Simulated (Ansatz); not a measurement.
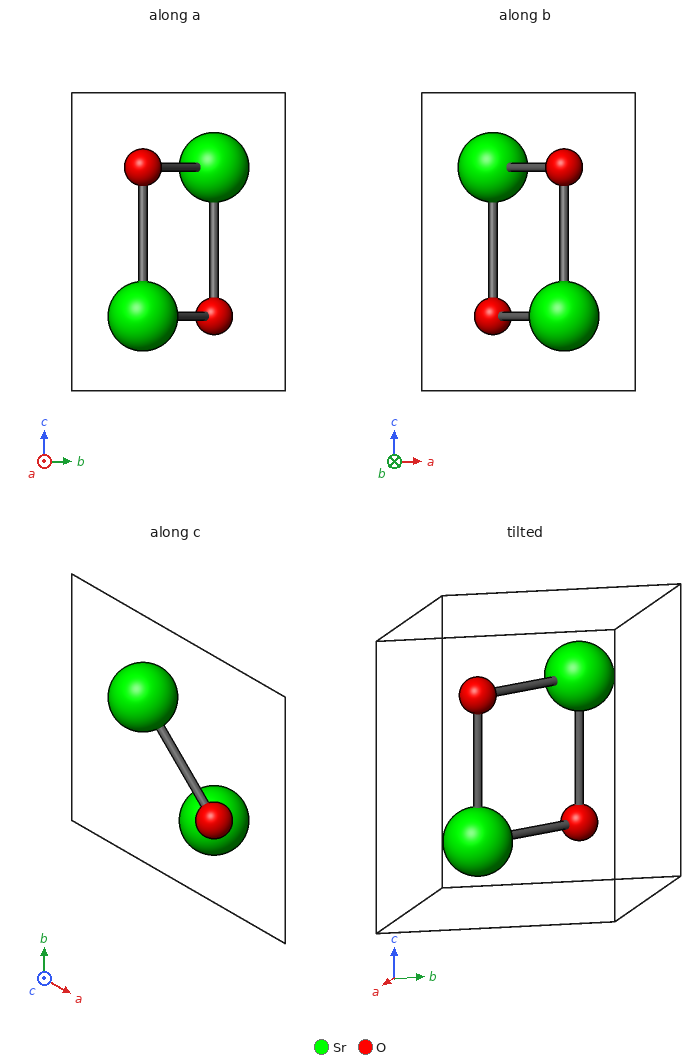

Drawn in the ball-and-stick manner and seen along the a axis, along the b axis, along the c axis and slightly off an axis. The conventional unit cell is outlined; an atom on or near a face, edge or corner is repeated at each equivalent position.

Lattice parameters: a = 4.290 Å, b = 4.290 Å, c = 5.185 Å, α = 90.00°, β = 90.00°, γ = 120.00°.

### Put the structure into a table of Wyckoff sites.

Space group P6_3/mmc (No. 194).
```csv
atom,site,x,y,z
Sr,2d,0.3333,0.6667,0.7500
O,2c,0.3333,0.6667,0.2500
```

It goes back to a structure type filled with these elements by a generator (whether the compound takes this form wasn't checked). Earlier steps of the study may have refined or changed the cell and positions. A calculation with Ansatz used it as input.
